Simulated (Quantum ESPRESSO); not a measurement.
## A series of single points on CuO

System: CuO (4 atoms in the cell).
Method: Kohn-Sham DFT of a periodic cell, PBE, SSSP 1.3 efficiency PBE, no spin polarisation (Quantum ESPRESSO 7.5).

The 7 runs differ only in the geometry, by an even scaling of the cell at fixed fractional positions. The structure derives from a Materials Project entry.

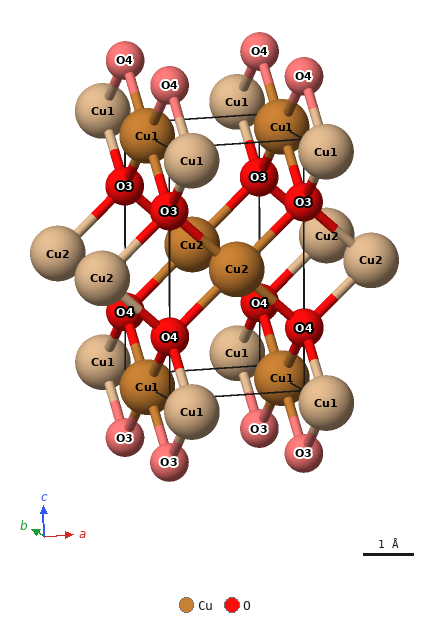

Figure 1. The structure of run 4 (ball-and-stick view of the cell of the calculation, seen slightly off an axis; neighbours outside the cell are drawn fainter; atoms are numbered from 1 in the order of the input).

## Input of run 4
```
&CONTROL
  calculation = 'scf'
  prefix = 'pwscf'
  outdir = './tmp'
  pseudo_dir = './pseudo'
  tprnfor = .true.
  tstress = .true.
  disk_io = 'nowf'
/
&SYSTEM
  ibrav = 0
  nat = 4
  ntyp = 2
  ecutwfc = 55
  ecutrho = 440
  nbnd = 25
  occupations = 'smearing'
  smearing = 'fd'
  degauss = 0.00367493
/
&ELECTRONS
  conv_thr = 8d-10
  electron_maxstep = 120
  mixing_beta = 0.5
/
ATOMIC_SPECIES
Cu    63.5460 Cu.paw.z_11.ld1.psl.v1.0.0-low.upf
O     15.9990 O.pbe-n-kjpaw_psl.0.1.UPF
CELL_PARAMETERS angstrom
   2.8795009639    0.0000000000    0.0000000000
   0.0390727580    2.8792794796    0.0000000000
   0.0174953863    0.0172449008    5.1763391994
ATOMIC_POSITIONS crystal
Cu     0.0000000000    0.5000000000    0.0000000000
Cu     0.5000000000    0.0000000000    0.5000000000
O      0.9984239700    0.0016717800    0.7498871000
O      0.0015760300    0.9983282200    0.2501129000
K_POINTS automatic
9 9 5 0 0 0
```

Command:
```bash
OMP_NUM_THREADS=2 pw.x -in pw.in > pw.out
```

Run 3 differs from it as follows:
```diff
-   2.8795009639    0.0000000000    0.0000000000
-   0.0390727580    2.8792794796    0.0000000000
-   0.0174953863    0.0172449008    5.1763391994
+   2.8601748718    0.0000000000    0.0000000000
+   0.0388105168    2.8599548740    0.0000000000
+   0.0173779641    0.0171291597    5.1415976211
```

## Results, with one run withheld

| run | volume per atom (Å³) | free energy per atom, from the lowest run given (meV) | pressure (GPa) |
| --- | --- | --- | --- |
| 1 | 10.085 | 56.19 | 18.47 |
| 2 | 10.300 | 34.06 | 13.72 |
| 3 | 10.515 | ? | ? |
| 4 | 10.729 | 7.28 | 5.64 |
| 5 | 10.944 | 1.47 | 2.23 |
| 6 | 11.158 | 0.00 | −0.84 |
| 7 | 11.373 | 2.44 | −3.57 |

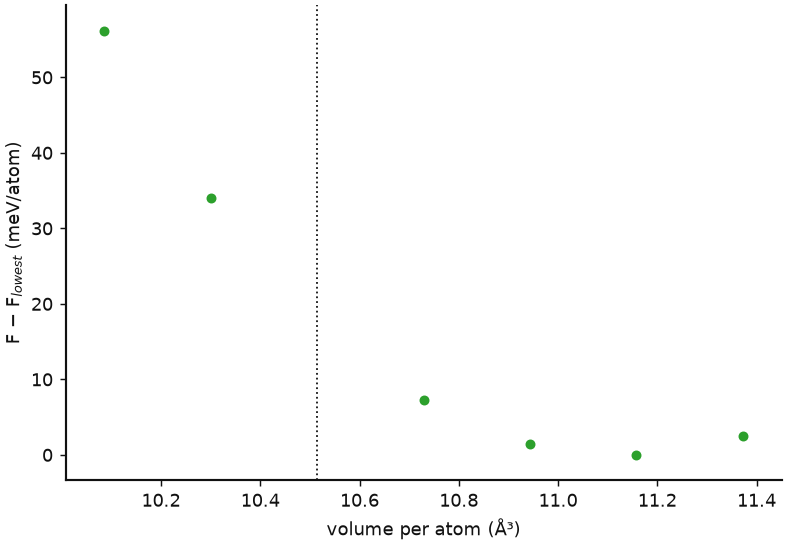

Figure 2. Free energy per atom of the runs given; the dotted line marks run 3.

Fit the runs given and predict run 3.

A cubic polynomial in V^(−2/3) (the Birch–Murnaghan form), fitted to the 6 runs given, misses them by at most 0.02 meV per atom. With x = V^(−2/3) − 0.20532 Å⁻², it reads F = 6.5712 + 2828.3 x + 3.0407e+05 x² + 3.8714e+05 x³ (meV per atom). At run 3 it gives 17.94 meV per atom, and the run itself gives 17.95. The slope of the fit gives a pressure −dF/dV of 9.91 GPa there, and the run prints 9.45 GPa. The two needn't agree exactly: the fit is approximate, and the printed stress is taken on a finite basis. The fit has its minimum at 11.128 Å³ per atom, where V d²F/dV² gives 154 GPa. Cell shape and fractional positions are held, so this is the stiffness under even scaling; the relaxed bulk modulus wasn't computed.

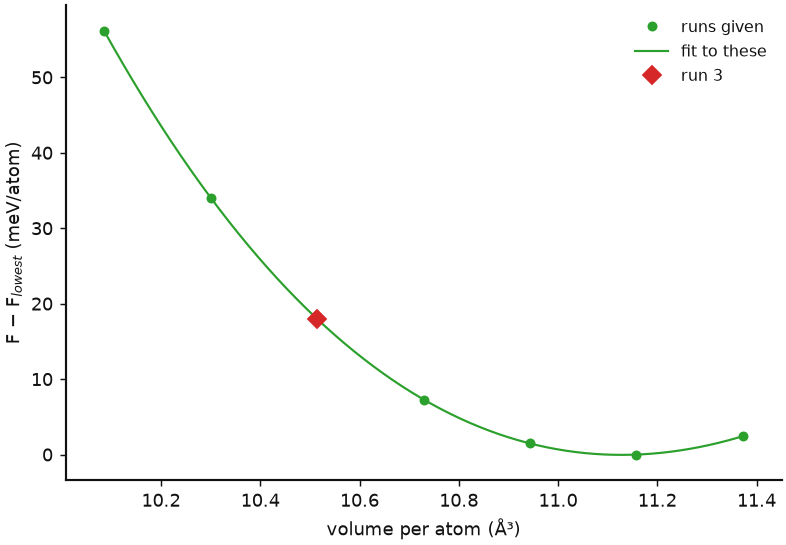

Figure 3. The fit and the withheld run.

## Some lines of the output (run 3)
```
[...]
     total energy              =    -508.89353740 Ry
     total energy              =    -509.10960153 Ry
     total energy              =    -509.39949839 Ry
     total energy              =    -509.40099732 Ry
     total energy              =    -509.39740945 Ry
     total energy              =    -509.40223354 Ry
     total energy              =    -509.40225209 Ry
     total energy              =    -509.40225444 Ry
     total energy              =    -509.40225456 Ry
     the Fermi energy is     9.5256 ev
!    total energy              =    -509.40225456 Ry
     The total energy is F=E-TS. E is the sum of the following terms:
     Computing stress (Cartesian axis) and pressure
          total   stress  (Ry/bohr**3)                   (kbar)     P=       94.48
```

Notes: The run has no spin polarisation, so a magnetic state may lie lower.
